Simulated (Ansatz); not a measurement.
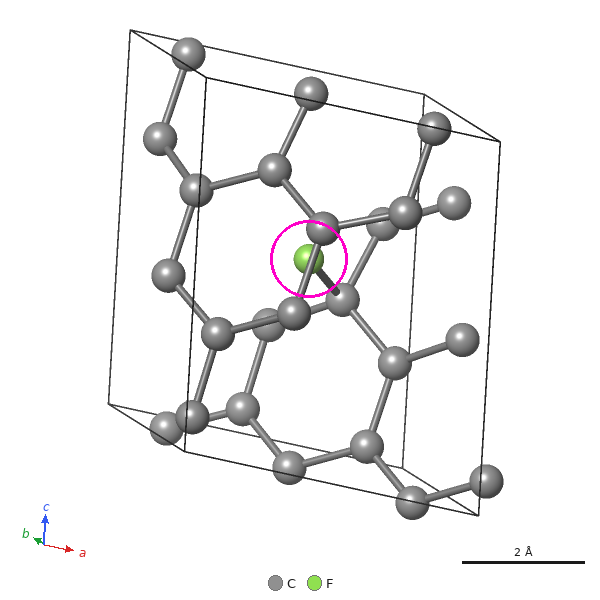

The image is a ball-and-stick drawing of a crystal, viewed slightly off an axis. The parallelepiped is the supercell. The host is C, in a cell of 18 sites, and the cell is neutral. A ring marks the defect's site.

Spot the defect.

Answer. An interstitial fluorine atom. It is bonded to one C at about 1.5 Å.

Level of theory: DFT PBE+D3(BJ), scalar-relativistic, plane waves, PAW (Ansatz). Settings were plane-wave cutoff 420 eV, k-mesh 1×1×1, Gaussian smearing of 0.01 eV, collinear spins.

Is a magnetic moment found?

Answer. Yes, 1.0 μB in the cell.

The atoms were relaxed in the host's cell with DFT PBE+D3(BJ), scalar-relativistic, plane waves, PAW (Ansatz).
